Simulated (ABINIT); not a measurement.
**WS2: G0W0 calculation (part 1 of 3)**

The run: G0W0 calculation of WS2 (6 atoms in the cell). Method and program: Kohn-Sham DFT of a periodic cell, PBE, PseudoDojo NC SR PBE v0.4.1 standard, G0W0, no spin polarisation (ABINIT 10.8.3).

The structure derives from an entry of the Crystallography Open Database.

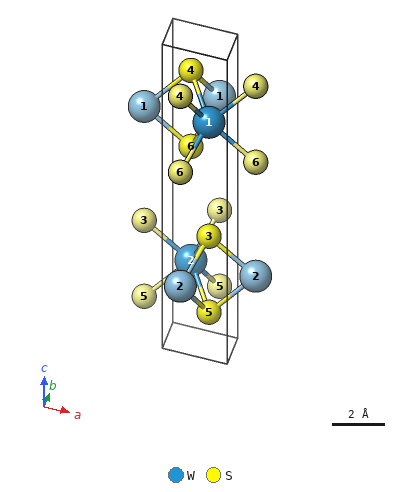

*The structure (ball-and-stick view of the cell of the calculation, seen at an oblique angle; neighbours outside the cell are drawn fainter; atoms are numbered from 1 in the order of the input). An atom can appear more than once, as a periodic image.*

Near neighbours in the periodic cell (some may lie outside the picture): W has 6 S at 2.41 Å; S has 3 W at 2.41 Å.

**Summary**

| quantity | value |
| --- | --- |
| outcome | converged |
| space group (tolerance 0.01 Å) | P6₃/mmc (194) |
| electrons treated | 52 |
| quasiparticle gap | 1.91 eV |
| gap on the k-point mesh | 1.39 eV |
| hardware | 4 threads of Arm Neoverse V2, 128 GiB of memory available, shared host |
| wall time | 6 min (CPU time 24 min) |
| peak memory | 2.1 GiB |

**Notes**

Further notes kept with the run: Slow version without MPI-IO support. Processors send data to master. Points of doubt noted for this run: bands and screening cutoff small; k mesh coarse for many body. Spin–orbit coupling is left out, which matters for W.

**Input file**
```
# Datasets
ndtset 4

# Pseudopotentials
pp_dirpath "./"
pseudos "W.upf, S.upf"

# Structure
acell 6.0093290763 6.0093290763 23.6215765578
rprim
     1.0000000000     0.0000000000     0.0000000000
    -0.5000000000     0.8660254038     0.0000000000
     0.0000000000     0.0000000000     1.0000000000
ntypat 2
znucl 74 16
natom 6
typat 1 1 2 2 2 2
xred
            2/3            1/3            3/4
            1/3            2/3            1/4
            2/3            1/3            3/8
            1/3            2/3            7/8
            2/3            1/3            1/8
            1/3            2/3            5/8

# Plane-wave basis
ecut 30.0

# k points
kptopt 1
ngkpt 4 4 1
nshiftk 1
shiftk 0.0 0.0 0.0
istwfk *1

# Exchange and correlation
ixc 11

# Bands and occupations
occopt 1

# SCF cycle
nstep 80
diemac 6.0

# Output
iomode 3
prteig 0
prtebands 0

# Dataset 1: ground state
nband1 26
tolvrs1 1.0e-12
prtden1 1
prtwf1 0

# Dataset 2: empty bands at fixed density
iscf2 -2
getden2 1
nband2 250
nbdbuf2 22
tolwfr2 1.0e-12
nstep2 120
prtden2 0

# Dataset 3: screening
optdriver3 3
getwfk3 2
nband3 228
ecuteps3 5.9
ecutwfn3 18.0
inclvkb3 2
gwcalctyp3 1
nfreqim3 12

# Dataset 4: self-energy
optdriver4 4
getwfk4 2
nband4 228
ecuteps4 5.9
ecutsigx4 30.0
ecutwfn4 30.0
symsigma4 1
getscr4 3
gwcalctyp4 1
nomegasi4 10
omegasimax4 20.0 eV
gw_qprange4 0
```

Launch command:
```bash
mpirun --bind-to none -np 4 abinit run.abi > log 2>&1
```

**The program's output**
```
.Version 10.8.3 of ABINIT
 DATASET    1 : space group P6_3/m m c (#194); Bravais hP (primitive hexag.)
================================================================================
 Values of the parameters that define the memory need for DATASET  1.
     intxc =       0    ionmov =       0      iscf =       7    lmnmax =       8
     lnmax =       8     mgfft =     120  mpssoang =       4    mqgrid =    5825
     natom =       6  nloc_mem =       1    nspden =       1   nspinor =       1
    nsppol =       1      nsym =      24    n1xccc =    2501    ntypat =       2
    occopt =       1   xclevel =       2
       mpw =        5861          nfft =      108000          nkpt =           4
================================================================================
================================================================================

 DATASET    2 : space group P6_3/m m c (#194); Bravais hP (primitive hexag.)
================================================================================
 Values of the parameters that define the memory need for DATASET  2.
     intxc =       0    ionmov =       0      iscf =      -2    lmnmax =       8
     lnmax =       8     mgfft =     120  mpssoang =       4    mqgrid =    5825
     natom =       6  nloc_mem =       1    nspden =       1   nspinor =       1
    nsppol =       1      nsym =      24    n1xccc =    2501    ntypat =       2
    occopt =       1   xclevel =       2
       mpw =        5861          nfft =      108000          nkpt =           4
================================================================================
================================================================================

 DATASET    3 : space group P6_3/m m c (#194); Bravais hP (primitive hexag.)
================================================================================
 Values of the parameters that define the memory need for DATASET  3.
     intxc =       0    ionmov =       0      iscf =       7    lmnmax =       8
     lnmax =       8     mgfft =      96  mpssoang =       4    mqgrid =    4512
     natom =       6  nloc_mem =       1    nspden =       1   nspinor =       1
    nsppol =       1      nsym =      24    n1xccc =    2501    ntypat =       2
    occopt =       1   xclevel =       2
       mpw =        2720          nfft =       55296          nkpt =           4
================================================================================
================================================================================

 DATASET    4 : space group P6_3/m m c (#194); Bravais hP (primitive hexag.)
================================================================================
 Values of the parameters that define the memory need for DATASET  4.
     intxc =       0    ionmov =       0      iscf =       7    lmnmax =       8
     lnmax =       8     mgfft =     120  mpssoang =       4    mqgrid =    5825
     natom =       6  nloc_mem =       1    nspden =       1   nspinor =       1
    nsppol =       1      nsym =      24    n1xccc =    2501    ntypat =       2
    occopt =       1   xclevel =       2
       mpw =        5861          nfft =      108000          nkpt =           4
================================================================================
================================================================================

--------------------------------------------------------------------------------
------------- Echo of variables that govern the present computation ------------
--------------------------------------------------------------------------------
 -outvars: echo values of preprocessed input variables --------
            acell      6.0093290763E+00  6.0093290763E+00  2.3621576558E+01 Bohr
              amu      1.83850000E+02  3.20660000E+01
           diemac      6.00000000E+00
             ecut1     3.00000000E+01 Hartree
             ecut2     3.00000000E+01 Hartree
             ecut3     1.80000000E+01 Hartree
             ecut4     3.00000000E+01 Hartree
          ecuteps1     0.00000000E+00 Hartree
          ecuteps2     0.00000000E+00 Hartree
          ecuteps3     5.90000000E+00 Hartree
          ecuteps4     5.90000000E+00 Hartree
         ecutsigx1     0.00000000E+00 Hartree
         ecutsigx2     0.00000000E+00 Hartree
         ecutsigx3     0.00000000E+00 Hartree
         ecutsigx4     3.00000000E+01 Hartree
          ecutwfn1     0.00000000E+00 Hartree
          ecutwfn2     0.00000000E+00 Hartree
          ecutwfn3     1.80000000E+01 Hartree
          ecutwfn4     3.00000000E+01 Hartree
           getden1          0
           getden2          1
           getden3          0
           getden4          0
           getscr1          0
           getscr2          0
           getscr3          0
           getscr4          3
           getwfk1          0
           getwfk2          0
           getwfk3          2
           getwfk4          2
        gwcalctyp1          0
        gwcalctyp2          0
        gwcalctyp3          1
        gwcalctyp4          1
             iscf1          7
             iscf2         -2
             iscf3          7
             iscf4          7
              ixc          11
           jdtset        1    2    3    4
         kptrlatt        4    0    0      0    4    0      0    0    1
          kptrlen      2.36215766E+01
            natom           6
            nband1         26
            nband2        250
            nband3        228
            nband4        228
           nbdbuf1          0
           nbdbuf2         22
           nbdbuf3          0
           nbdbuf4          0
           ndtset           4
          nfreqim1         -1
          nfreqim2         -1
          nfreqim3         12
          nfreqim4         -1
            ngfft1         30      30     120
            ngfft2         30      30     120
            ngfft3         24      24      96
            ngfft4         30      30     120
             nkpt           4
         nomegasi1         12
         nomegasi2         12
         nomegasi3         12
         nomegasi4         10
           npweps1          0
           npweps2          0
           npweps3        523
           npweps4        523
          npwsigx1          0
          npwsigx2          0
          npwsigx3          0
          npwsigx4       5861
            nstep1         80
            nstep2        120
            nstep3         80
            nstep4         80
             nsym          24
           ntypat           2
       omegasimax1     1.83746611E+00 Hartree
       omegasimax2     1.83746611E+00 Hartree
       omegasimax3     1.83746611E+00 Hartree
       omegasimax4     7.34986444E-01 Hartree
        optdriver1          0
        optdriver2          0
        optdriver3          3
        optdriver4          4
           prtden1          1
           prtden2          0
           prtden3          1
           prtden4          1
        prtebands           0
           prteig           0
            prtwf1          0
            prtwf2          1
            prtwf3          1
            prtwf4          1
            rprim      1.0000000000E+00  0.0000000000E+00  0.0000000000E+00
                      -5.0000000000E-01  8.6602540380E-01  0.0000000000E+00
                       0.0000000000E+00  0.0000000000E+00  1.0000000000E+00
          spgroup         194
           tolvrs1     1.00000000E-12
           tolvrs2     0.00000000E+00
           tolvrs3     0.00000000E+00
           tolvrs4     0.00000000E+00
           tolwfr1     0.00000000E+00
           tolwfr2     1.00000000E-12
           tolwfr3     0.00000000E+00
           tolwfr4     0.00000000E+00
            typat      1  1  2  2  2  2
           xangst      1.5899999989E+00  9.1798692740E-01  9.3749999936E+00
                       2.7435156673E-16  1.8359738548E+00  3.1249999979E+00
                       1.5899999989E+00  9.1798692740E-01  4.6874999968E+00
                       2.7435156673E-16  1.8359738548E+00  1.0937499993E+01
                       1.5899999989E+00  9.1798692740E-01  1.5624999989E+00
                       2.7435156673E-16  1.8359738548E+00  7.8124999947E+00
            xcart      3.0046645382E+00  1.7347438800E+00  1.7716182418E+01
                       5.1844932334E-16  3.4694877599E+00  5.9053941395E+00
                       3.0046645382E+00  1.7347438800E+00  8.8580912092E+00
                       5.1844932334E-16  3.4694877599E+00  2.0668879488E+01
                       3.0046645382E+00  1.7347438800E+00  2.9526970697E+00
                       5.1844932334E-16  3.4694877599E+00  1.4763485349E+01
             xred      6.6666666667E-01  3.3333333333E-01  7.5000000000E-01
                       3.3333333333E-01  6.6666666667E-01  2.5000000000E-01
                       6.6666666667E-01  3.3333333333E-01  3.7500000000E-01
                       3.3333333333E-01  6.6666666667E-01  8.7500000000E-01
                       6.6666666667E-01  3.3333333333E-01  1.2500000000E-01
                       3.3333333333E-01  6.6666666667E-01  6.2500000000E-01
            znucl       74.00000   16.00000

================================================================================

 chkinp: Checking input parameters for consistency, jdtset=   1.

 chkinp: Checking input parameters for consistency, jdtset=   2.

 chkinp: Checking input parameters for consistency, jdtset=   3.

 chkinp: Checking input parameters for consistency, jdtset=   4.

================================================================================
== DATASET  1 ==================================================================

--- !DatasetInfo
iteration_state: {dtset: 1, }
dimensions: {natom: 6, nkpt: 4, mband: 26, nsppol: 1, nspinor: 1, nspden: 1, mpw: 5861, }
cutoff_energies: {ecut:  30.0, pawecutdg:  -1.0, }
electrons: {nelect:   5.20000000E+01, charge:   0.00000000E+00, occopt:   1.00000000E+00, tsmear:   1.00000000E-02, }
meta: {optdriver: 0, ionmov: 0, optcell: 0, iscf: 7, paral_kgb: 0, }
...

 Exchange-correlation functional for the present dataset will be:
  GGA: Perdew-Burke-Ernzerhof functional - ixc=11
  J.P.Perdew, K.Burke, M.Ernzerhof, PRL 77, 3865 (1996)

 Real(R)+Recip(G) space primitive vectors, cartesian coordinates (Bohr,Bohr^-1):
 R(1)=  6.0093291  0.0000000  0.0000000  G(1)=  0.1664079  0.0960757  0.0000000
 R(2)= -3.0046645  5.2042316  0.0000000  G(2)=  0.0000000  0.1921513  0.0000000
 R(3)=  0.0000000  0.0000000 23.6215766  G(3)=  0.0000000  0.0000000  0.0423342
 Unit cell volume ucvol=  7.3873978E+02 bohr^3
 Angles (23,13,12)=  9.00000000E+01  9.00000000E+01  1.20000000E+02 degrees

 getcut: wavevector=  0.0000  0.0000  0.0000  ngfft=  30  30 120
         ecut(hartree)=     30.000   => boxcut(ratio)=   2.02624

--- Pseudopotential description ------------------------------------------------
- pspini: atom type   1  psp file is ./W.upf
  74.00000  14.00000  171031                  znucl, zion, pspdat
12 -101130 3 -1 1396                          pspcod,pspxc,lmax,lloc,mmax
     nproj     2     2     2     2

- pspini: atom type   2  psp file is ./S.upf
  16.00000   6.00000  171031                  znucl, zion, pspdat
12 -101130 2 -1 1146                          pspcod,pspxc,lmax,lloc,mmax
     nproj     2     2     2     0

   3.09335787E+03                                ecore*ucvol(ha*bohr**3)
--------------------------------------------------------------------------------

================================================================================

--- !BeginCycle
iteration_state: {dtset: 1, }
solver: {iscf: 7, nstep: 80, nline: 4, wfoptalg: 0, }
tolerances: {tolvrs: 1.00E-12, }
...

     iter   Etot(hartree)      deltaE(h)  residm     vres2
 ETOT  1  -195.61007967927    -1.956E+02 7.610E-02 3.733E+02
 ETOT  2  -195.45680283563     1.533E-01 2.951E-03 4.810E+03
 ETOT  3  -196.00522243154    -5.484E-01 9.593E-04 2.007E+02
 ETOT  4  -196.03285377324    -2.763E-02 1.424E-04 1.775E+01
 ETOT  5  -196.03437546064    -1.522E-03 1.601E-05 1.827E+00
 ETOT  6  -196.03453376251    -1.583E-04 1.806E-06 4.596E-02
 ETOT  7  -196.03453840569    -4.643E-06 2.478E-07 4.087E-03
 ETOT  8  -196.03453879807    -3.924E-07 4.404E-08 4.893E-04
 ETOT  9  -196.03453884796    -4.990E-08 4.854E-09 1.379E-05
 ETOT 10  -196.03453885084    -2.881E-09 1.576E-09 2.480E-07
 ETOT 11  -196.03453885105    -2.011E-10 1.610E-10 2.259E-07
 ETOT 12  -196.03453885109    -4.195E-11 4.372E-11 3.880E-09
 ETOT 13  -196.03453885109    -5.286E-12 5.146E-12 3.550E-09
 ETOT 14  -196.03453885109     1.279E-12 1.217E-12 4.603E-12
 ETOT 15  -196.03453885109    -1.080E-12 1.589E-13 3.071E-11
 ETOT 16  -196.03453885110    -7.020E-12 3.468E-14 1.797E-14

 At SCF step   16       vres2   =  1.80E-14 < tolvrs=  1.00E-12 =>converged.

 Cartesian components of stress tensor (hartree/bohr^3)
  sigma(1 1)= -4.10528114E-05  sigma(3 2)=  0.00000000E+00
  sigma(2 2)= -4.10528116E-05  sigma(3 1)=  0.00000000E+00
  sigma(3 3)= -1.13738725E-04  sigma(2 1)=  0.00000000E+00
```
